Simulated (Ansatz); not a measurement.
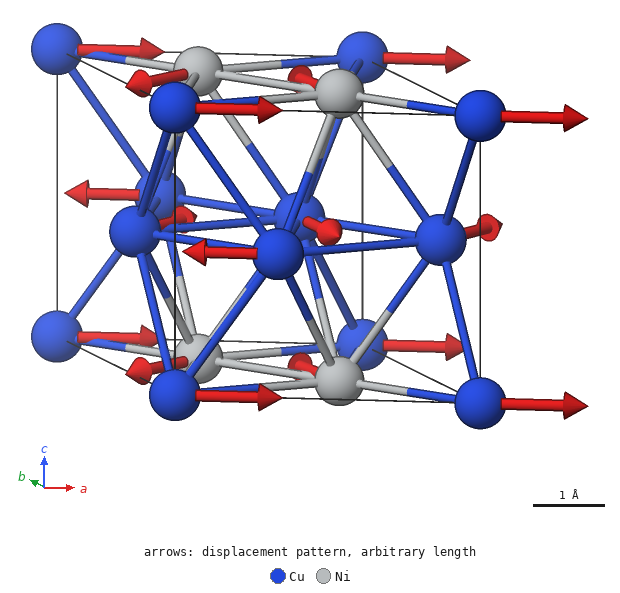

One vibrational mode of solid Cu2Ni (a generated structure) at the zone centre. Displacements are drawn as red arrows; their common scale and sign are arbitrary. The picture is a ball-and-stick view of the cell of the calculation, seen slightly off an axis.

The calculation used DFT PBE, scalar-relativistic, plane waves, PAW in Ansatz.

Input file:
```yaml
crystal:
  lattice:
    - [4.3809083886, 0.0, 0.0]
    - [-2.1904541943, 3.7939779562, 0.0]
    - [0.0, 0.0, 4.176586743]
  atoms:
    - { symbol: Cu, position: [0.0, 0.0, 0.0] }
    - { symbol: Cu, position: [0.0, 0.3372042769, 0.5] }
    - { symbol: Cu, position: [0.6627957231, 0.6627957231, 0.5] }
    - { symbol: Cu, position: [0.3372042769, 0.0, 0.5] }
    - { symbol: Ni, position: [0.6666666667, 0.3333333333, 0.0] }
    - { symbol: Ni, position: [0.3333333333, 0.6666666667, 0.0] }
basis:
  ecutwfc: 420
kpoints:
  mp_grid: { grid: [12, 12, 10] }
hamiltonian:
  xc: pbe
scf:
  occupations: { method: fermi_dirac, width: 0.15 }
output:
  eigenvalues: true
phonons:
  method: dfpt
  eigenvectors: true
  qmesh: [2, 2, 2]
  temperatures: { t_max: 1000, t_step: 100 }
  qpath:
    path:
      - [[0.0, 0.0, 0.0], [0.5, 0.0, 0.0], [0.33333333, 0.33333333, 0.0], [0.0, 0.0, 0.0], [0.0, 0.0, 0.5], [0.5, 0.0, 0.5], [0.33333333, 0.33333333, 0.5], [0.0, 0.0, 0.5]]
      - [[0.5, 0.0, 0.5], [0.5, 0.0, 0.0]]
      - [[0.33333333, 0.33333333, 0.5], [0.33333333, 0.33333333, 0.0]]
    npoints: 8
```

Command:
```bash
ansatz run input.yaml --threads 4 --pin off --max-ram 8192MiB --backend cpu --events-out ev --progress --plain --runs-dir out
```

The frequencies depend somewhat on the k-mesh and the smearing.

> What mode is this, and where does it lie in the spectrum?

This is the E′ mode (doubly degenerate; one member of the set is drawn) at 238 cm⁻¹, optical level 9 of 10, counted from below, infrared- and Raman-active by symmetry. The kinetic energy is shared as Cu 66 %, Ni 34 %. The crystal is a metal, so free carriers screen the infrared response.
